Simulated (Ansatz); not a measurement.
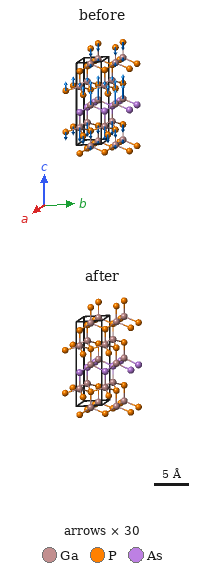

The structure of solid Ga₄AsP₃ (a generated structure, set up in P3m1) (coarse preliminary run) before (top) and after (bottom) a relaxation, at one scale. The blue arrows give the displacements (the part carried along by the change of the cell is left out), magnified 30 times.

The picture is a ball-and-stick view of the cell of the calculation, repeated 2 × 2 × 1 with one cell outlined, seen slightly off an axis.

Computed with DFT PBE, scalar-relativistic, plane waves, PAW in Ansatz. Set-up: plane-wave cutoff 420 eV; k-point mesh 6 × 6 × 2; occupations gaussian; smearing width 0.1 eV; no spin polarisation; cell and atoms relaxed; force threshold 0.04 eV/Å; at most 70 steps.

Describe what moved and what it gained.

After 3 accepted moves (4 points after the start) the energy has fallen by 0.370 eV per cell of the calculation. Largest force component: 0.84 eV/Å at the start, 0.0074 eV/Å at the end. Pressure: 7.69 GPa at the start and 0.01 GPa at the end. The SCF was repeated once at an unchanged geometry on a basis and grid sized afresh for the cell, which shifted the energy by 4.3 meV per cell of the calculation at most. A Ga atom moves most relative to the cell: 0.075 Å along +c. By element the largest moves are Ga 0.075 Å, P 0.048 Å, As 0.006 Å. The volume changes by +8.9 %, with a = b 3.812 → 3.924 Å (+3.0 %), c 12.572 → 12.920 Å (+2.8 %). Some distances before and after: As–Ga 2.351 → 2.484 Å, As–Ga 2.339 → 2.436 Å, Ga–P 2.339 → 2.399 Å, Ga–P 2.351 → 2.389 Å. The space group stays P3m1 (No. 156). Cost: 30 s on 1 thread of Intel(R) Xeon(R) 6975P-C (Granite Rapids), with other jobs on the host, peak memory 0.48 GiB.
